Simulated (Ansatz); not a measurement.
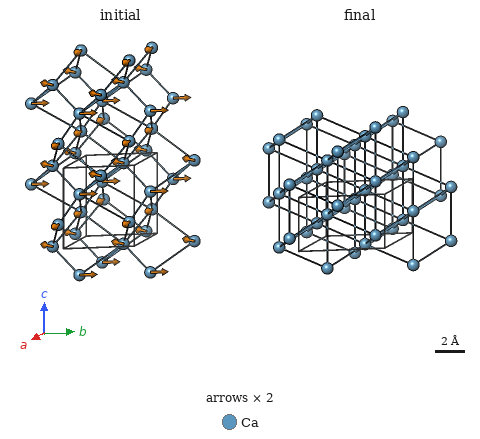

The structure of a crystal of Ca (built on the trigonal selenium_152 type) (coarse preliminary run) before (left) and after (right) a relaxation, at one scale. The orange arrows give the displacements (the part carried along by the change of the cell is left out), magnified 2 times.

Style: ball-and-stick. Shown: the cell of the calculation, repeated 1 × 1 × 2 with one cell outlined, slightly off an axis.

Case: trigonal selenium type (P3_121, No. 152).

All numbers below come from Ansatz, DFT r2SCAN, scalar-relativistic, plane waves, PAW. Set-up: plane-wave cutoff 500 eV; k-point mesh 6 × 6 × 4; occupations gaussian; smearing width 0.1 eV; no spin polarisation; cell and atoms relaxed; force threshold 0.04 eV/Å; at most 70 steps.

Q: Describe what moved and what it gained.

A: The energy falls by 3.347 eV per cell of the calculation in 10 accepted moves (11 points after the start). The largest force component goes from 2.7 to 0.0013 eV/Å. Pressure: 1.00 GPa at the start and 0.03 GPa at the end. At 1 point the geometry stayed and the basis and grid were re-selected for the new cell (energy shift of 4.4 meV per cell of the calculation at most each time). The largest moves relative to the cell, 0.67 Å, are those of Ca atoms. The drawn cell changes as follows: a = b 5.131 → 6.218 Å (+21.2 %), c 5.821 → 3.886 Å (−33.2 %); the volume changes by −1.9 %. Near-neighbour distances that change, for instance: Ca–Ca 5.821 → 3.886 Å, Ca–Ca 2.789 → 3.817 Å, Ca–Ca 4.037 → 3.816 Å. Among the angles between lasting bonds that change: Ca–Ca–Ca 103.1° → 70.9°, Ca–Ca–Ca 78.9° → 109.1°, Ca–Ca–Ca 99.0° → 70.9°. The space group (tolerance 0.01 Å) goes from P3_121 (No. 152) to R-3m (No. 166).
